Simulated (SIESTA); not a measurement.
## A series of single points on GaP

System: GaP (F-43m, 2 atoms in the cell).
Method: Kohn-Sham DFT of a periodic cell, PBE, PseudoDojo 0.4 standard NC, numerical atomic orbitals, no spin polarisation (SIESTA 5.4.2).

The 7 runs differ only in the geometry, by an even scaling of the cell at fixed fractional positions. The structure derives from an entry of the Crystallography Open Database.

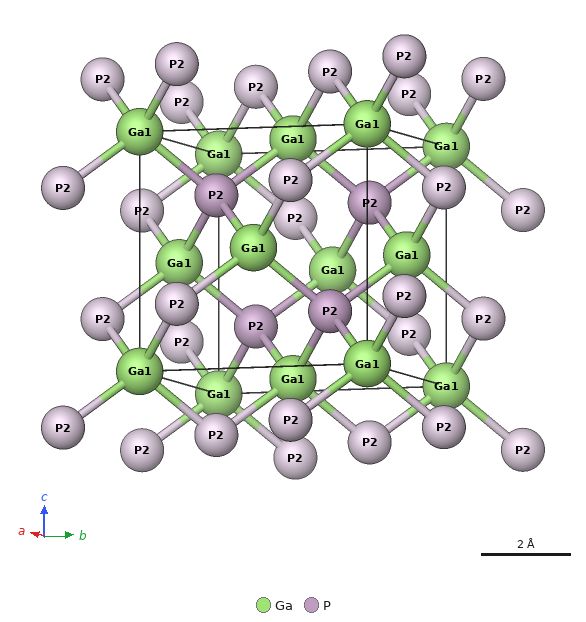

Figure 1. The structure of run 4 (ball-and-stick view of the cell 4 times as large as that of the calculation, set on its symmetry axes, seen at an oblique angle; neighbours outside the cell are drawn fainter; atoms are numbered from 1 in the order of the input).

### Input of run 4
```
SystemName                      GaP
SystemLabel                     GaP
NumberOfSpecies                 2
NumberOfAtoms                   2
%block ChemicalSpeciesLabel
  1  31 Ga
  2  15 P
%endblock ChemicalSpeciesLabel

LatticeConstant                 1.0 Ang
%block LatticeVectors
     0.0000000000     2.7252500000     2.7252500000
     2.7252500000     0.0000000000     2.7252500000
     2.7252500000     2.7252500000     0.0000000000
%endblock LatticeVectors
AtomicCoordinatesFormat         Ang
%block AtomicCoordinatesAndAtomicSpecies
     0.0000000000     0.0000000000     0.0000000000  1
     4.0878750000     4.0878750000     4.0878750000  2
%endblock AtomicCoordinatesAndAtomicSpecies

%block kgrid.MonkhorstPack
    8   0   0  0.0
    0   8   0  0.0
    0   0   8  0.0
%endblock kgrid.MonkhorstPack
XC.Functional                   GGA
XC.Authors                      PBE
PAO.BasisSize                   DZP
PAO.EnergyShift                 0.002 Ry
Mesh.Cutoff                     800 Ry
OccupationFunction              FD
ElectronicTemperature           0.05 eV
MaxSCFIterations                120
SCF.MustConverge                false
SCF.Mixer.Method                Pulay
SCF.Mixer.Weight                0.25
SCF.Mixer.History               8
SCF.DM.Tolerance                5.0e-05
SCF.H.Tolerance                 1.0e-03 eV
WriteForces                     true
Charge.Mulliken                 end
Charge.Hirshfeld                end
Charge.Voronoi                  end
SaveRho                         true
SaveElectrostaticPotential      true
%block PAO.Basis
  Ga 4
  n=4 0 2
    6.858 0.000
  n=4 1 2
    9.500 0.000
  n=3 2 1
    3.752
  n=4 2 1
    9.500
%endblock PAO.Basis
```

Command:
```bash
siesta < GaP.fdf > GaP.out 2>&1
```

Run 5 has the same physical settings and fractional positions; its lattice vectors (Å) are:
```
   0.000000    2.743299    2.743299
   2.743299    0.000000    2.743299
   2.743299    2.743299    0.000000
```

### Results, with one run withheld

| run | volume per atom (Å³) | free energy per atom, from the lowest run given (meV) | pressure (GPa) | gap on the mesh (eV) |
| --- | --- | --- | --- | --- |
| 1 | 19.026 | 61.36 | 10.36 | 1.56 |
| 2 | 19.431 | 38.36 | 7.89 | 1.59 |
| 3 | 19.836 | 21.31 | 5.65 | 1.62 |
| 4 | 20.240 | 9.60 | 3.66 | 1.63 |
| 5 | 20.645 | ? | ? | ? |
| 6 | 21.050 | 0.00 | 0.38 | 1.50 |
| 7 | 21.455 | 0.83 | −1.02 | 1.43 |

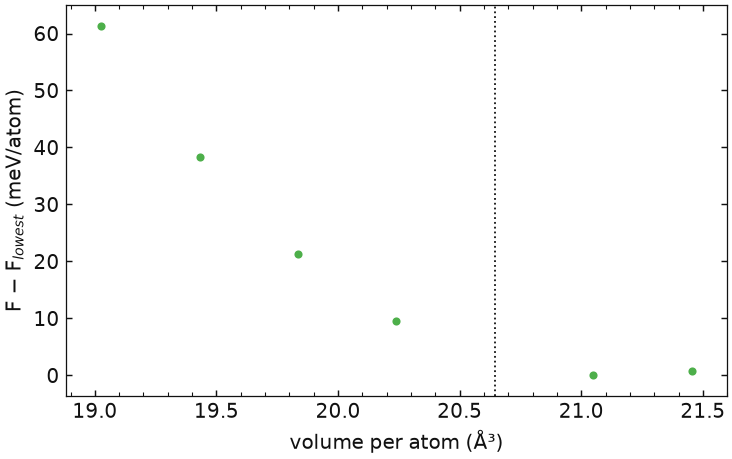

Figure 2. Free energy per atom of the runs given; the dotted line marks run 5.

Estimate the energy of run 5 from the others.

A cubic polynomial in V^(−2/3) (the Birch–Murnaghan form), fitted to the 6 runs given, misses them by at most 0.06 meV per atom. With x = V^(−2/3) − 0.13508 Å⁻², it reads F = 12.02 + 5726.7 x + 6.8865e+05 x² + 3.6132e+06 x³ (meV per atom). At run 5 it gives 2.71 meV per atom, and the run itself gives 2.59. The slope of the fit gives a pressure −dF/dV of 1.89 GPa there, and the run prints 1.93 GPa. The fit has its minimum at 21.145 Å³ per atom, where V d²F/dV² gives 74 GPa: the bulk modulus at this level, since symmetry fixes the shape and the positions. The gap on the mesh lies between 1.43 eV (run 7) and 1.63 eV (run 4); run 5 has 1.57 eV. These are gaps of this functional on this mesh, which can miss the band edges; they aren't the measured gap.

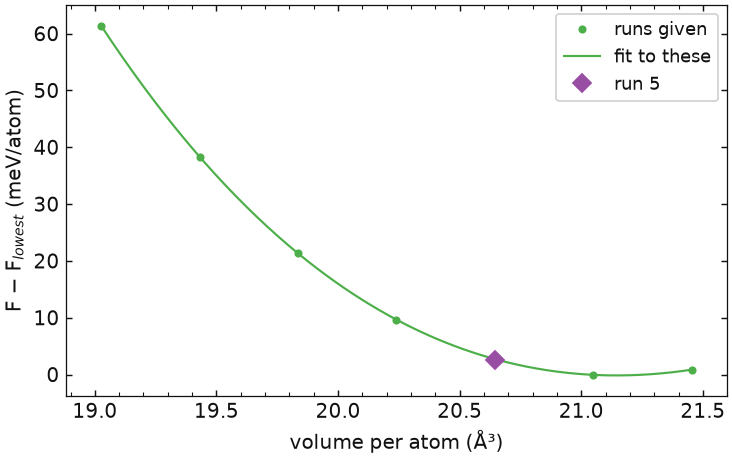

Figure 3. The fit and the withheld run.

### Some lines of the output (run 5)
```
[...]
reinit: System Name: GaP
reinit: System Label: GaP
outcell: Cell volume (Ang**3)        :     41.2904
stepf: Fermi-Dirac step function
siesta: Etot    =     -2269.391089
siesta: FreeEng =     -2269.391089
        iscf     Eharris(eV)        E_KS(eV)     FreeEng(eV)     dDmax    Ef(eV) dHmax(eV)
siesta: E_KS(eV) =            -2269.7142
siesta: E_KS - E_eggbox =     -2269.7142
siesta: Etot    =     -2269.714159
siesta: FreeEng =     -2269.714159
siesta:         Fermi =      -4.655984
siesta: Cell volume =         41.290412 Ang**3
    Orbital volume contribution        =           2.797821 eV
```

Notes: With a small basis of atomic orbitals these values can differ much from converged plane-wave results.
